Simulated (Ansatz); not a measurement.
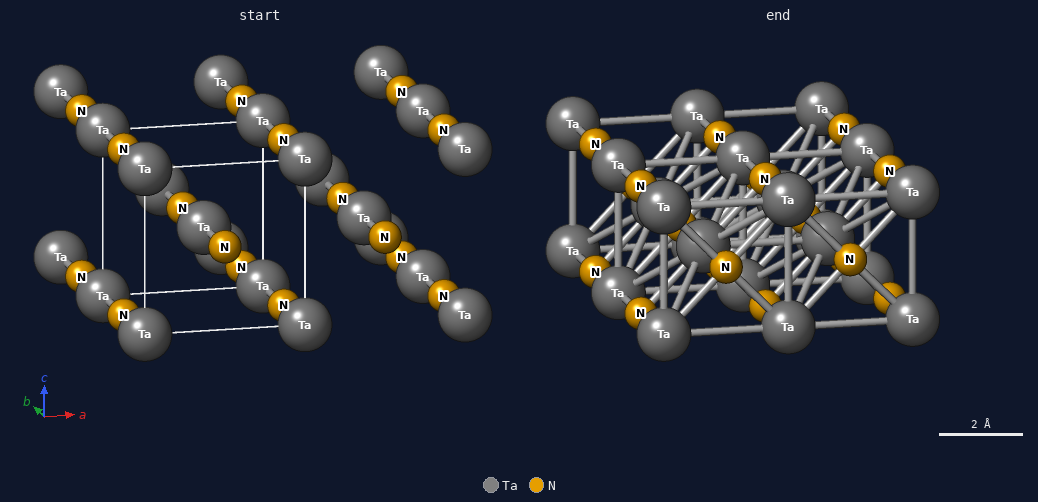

The structure of solid TaN (a generated structure, set up in Immm) (coarse preliminary run) before (left) and after (right) a relaxation, at one scale.

A ball-and-stick model of the conventional cell (2 times the calculation's cell), repeated 2 × 2 × 1 with one cell outlined, seen slightly off an axis. Lengths and directions refer to the drawn axes.

Level of theory: DFT PBE, scalar-relativistic, plane waves, PAW (Ansatz 0.2.0).

Input file:
```yaml
crystal:
  lattice:
    - [-1.99188275, 2.04035094, 2.05310321]
    - [1.99188275, -2.04035094, 2.05310321]
    - [1.99188275, 2.04035094, -2.05310321]
  atoms:
    - { symbol: Ta, position: [0.0, 0.0, 0.0] }
    - { symbol: "N", position: [0.5, 0.0, 0.5] }
basis:
  ecutwfc: 420
kpoints:
  mp_grid: { grid: [6, 6, 6] }
hamiltonian:
  xc: pbe
scf:
  occupations: { method: gaussian, width: 0.1 }
  lower_state_search: "off"
output:
  forces: true
  stress: true
  eigenvalues: true
relax:
  adjacent_minimum: "off"
  f_tol: 0.04
  max_steps: 70
  cell: { stress_tol: 0.4 }
```

Launched with:
```bash
ansatz run input.yaml --threads 1 --pin off --max-ram 2560MiB --backend cpu --events-out ev --progress --plain --runs-dir out
```

### Describe what moved and what it gained.

No atom moves by more than 0.005 Å relative to the cell. The drawn cell changes as follows: a 3.984 → 3.094 Å (−22.3 %), b 4.081 → 4.418 Å (+8.3 %), c 4.106 → 3.156 Å (−23.1 %); the volume changes by −35.4 %. Among the contacts that change: Ta1–Ta1 4.106 → 3.156 Å, Ta1–Ta1 (another image) 3.984 → 3.094 Å, Ta1–N2 2.861 → 2.210 Å, Ta1–Ta1 (another image) 3.514 → 3.124 Å. New bonds form, among them: Ta1–N2 (2.86 → 2.21 Å). The space group stays Immm (No. 71). The energy falls by 1262 meV per atom in 8 accepted moves (10 points after the start). All forces vanish by symmetry, so only the cell relaxes. The pressure goes from −23.07 to 0.12 GPa. The SCF was repeated twice at an unchanged geometry on a basis and grid sized afresh for the cell, which shifted the energy by 0.8 meV per atom at most.
